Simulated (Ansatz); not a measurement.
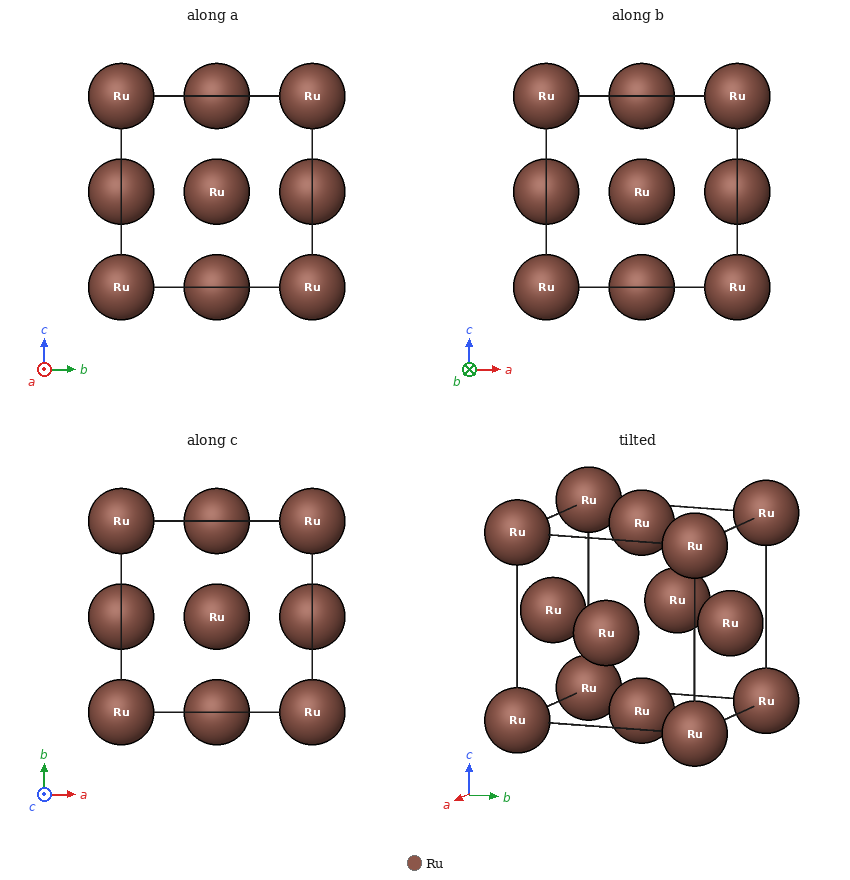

We look at a spheres-only model of the crystal along the a axis, along the b axis, along the c axis and slightly off an axis. The edges of the conventional unit cell are marked.

Lattice parameters: a = 3.844 Å, b = 3.844 Å, c = 3.844 Å, α = 90.00°, β = 90.00°, γ = 90.00°.

Q: Set out the cell and atoms as a table of Wyckoff sites.

A: Space group Fm-3m (No. 225).
```
atom  site       x       y       z
  Ru    4a  0.0000  0.0000  0.0000
```

The structure was taken from a structure type filled with this element by a generator (whether the element takes this form wasn't checked). The cell was then strained or its atoms displaced on purpose. An electronic-structure calculation with Ansatz was run on it.

At this level of theory the cell isn't at rest (stretched, at -8 GPa), so its distances can differ from those at equilibrium, the more so the softer the solid.
